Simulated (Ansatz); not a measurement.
## STM study: BaTe(100) (Fm-3m bulk, 4 atomic planes (those closer than 0.6 Å count as one), 11 Å, BaTe-terminated)

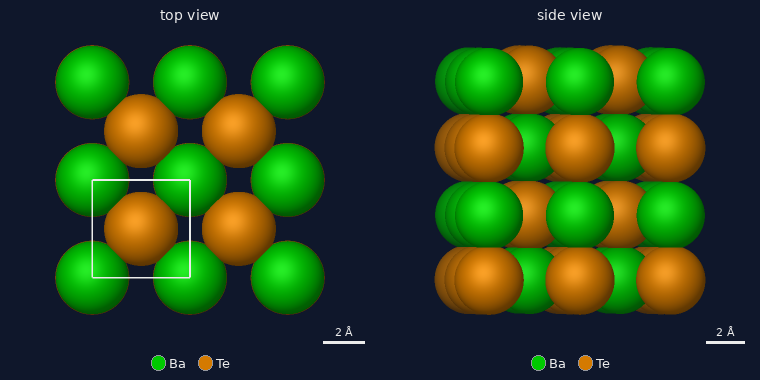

The relaxed structure from above and from the side.

The calculation used DFT PBE, scalar-relativistic, plane waves, PAW in Ansatz. Cutoff 420 eV, 12 × 12 k-points, Gaussian smearing 0.05 eV, dipole correction. The slab is a cut without reconstruction beyond its cell, at the source's lattice constants, with its lower half held fixed and the rest relaxed. No spin polarisation. Spin–orbit coupling is left out; with Te it can shift levels and gaps. The run warns that the functional's potential is rough in the thin density of the vacuum, where the tip is; weak contrasts and barriers may feel it.

The STM signal is simulated in the Tersoff–Hamann approximation. Zero bias is put in the middle of the gap by convention. Bias windows are sharp sums over the levels of the k mesh.

```xyz
8
Lattice="4.8225 0.0000 0.0000 0.0000 4.8225 0.0000 0.0000 0.0000 27.2300" Properties=species:S:1:pos:R:3 pbc="T T T"
Ba    2.4112    2.4112    8.5000
Te    0.0000    0.0000    8.5000
Ba    0.0000    0.0000   11.9100
Te    2.4112    2.4112   11.9100
Ba    2.4112    2.4112   15.4867
Te    0.0000    0.0000   15.4683
Ba    0.0000    0.0000   18.9526
Te    2.4112    2.4112   19.0385
```

The last single point, restarted from the relaxation's density, took 3.2 min on 1 thread of Arm Neoverse V1 (shared host), peak memory 1.1 GiB.

## 1. One image

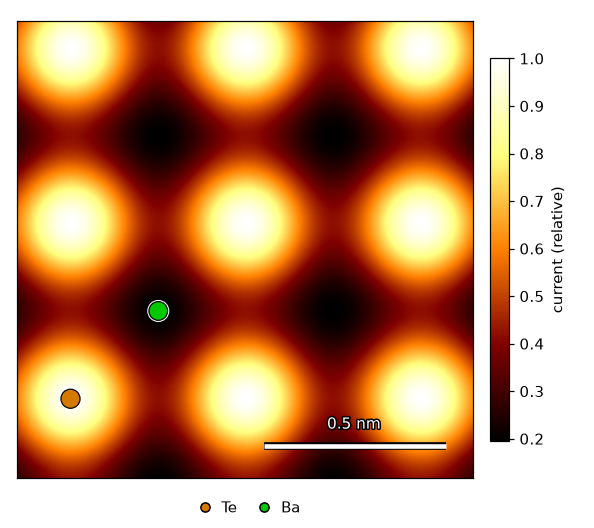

Constant-height image 4.0 Å above the topmost atom of this surface, sample bias −2.75 V. The atoms seen from above are drawn over one corner (deeper ones smaller).

> What lies under the maxima and minima of this image?

The brightest spots lie over the top Te atoms; the darkest points are over the top Ba atoms. The brightest point carries 5.1 times the current of the darkest.

## 2. Approach curves

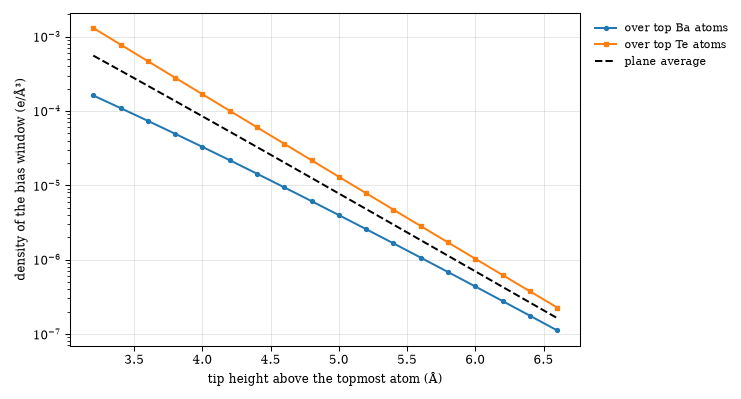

Approach curves over this surface at a sample bias of −2.75 V.

> Estimate the decay constant and the apparent barrier, and compare with the vacuum level, which the run puts 3.48 eV above zero bias.

Near 4 Å the plane average falls as exp(−2.37 z/Å), a factor of 11 per ångström, which gives an apparent barrier of 5.4 eV (0.952 eV Å² times the slope squared). The highest filled states lie 4.24 eV under the vacuum level. The apparent barrier is above 4.24 eV. At 4 Å the 0.25 eV of states nearest the highest filled state carry under 1 % of the density, so deeper states, or ones away from the zone centre, set the barrier.

## 3. Barrier map

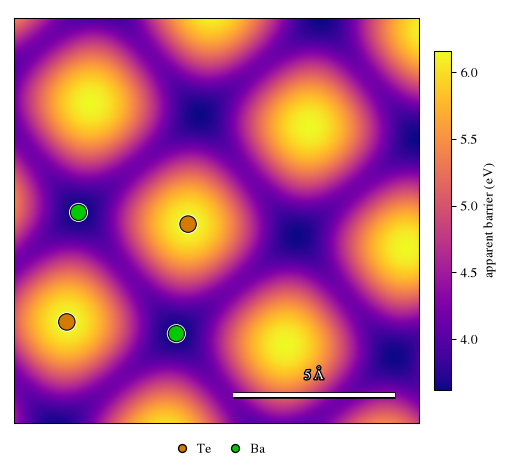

Map of the apparent barrier height, 0.952 eV Å² × (d ln I/dz)², 3.8 Å above this surface at −1.35 V; lighter colours are higher.

> Where is the apparent barrier highest and lowest, and over what range?

It is highest, 6.2 eV, over the top Te atoms, and lowest, 3.6 eV, over the top Ba atoms. The vacuum level lies 3.48 eV above zero bias, 4.24 eV above the highest filled states. The high values lie on or round the bright spots: there the density falls fastest, as the corrugation dies out with height.
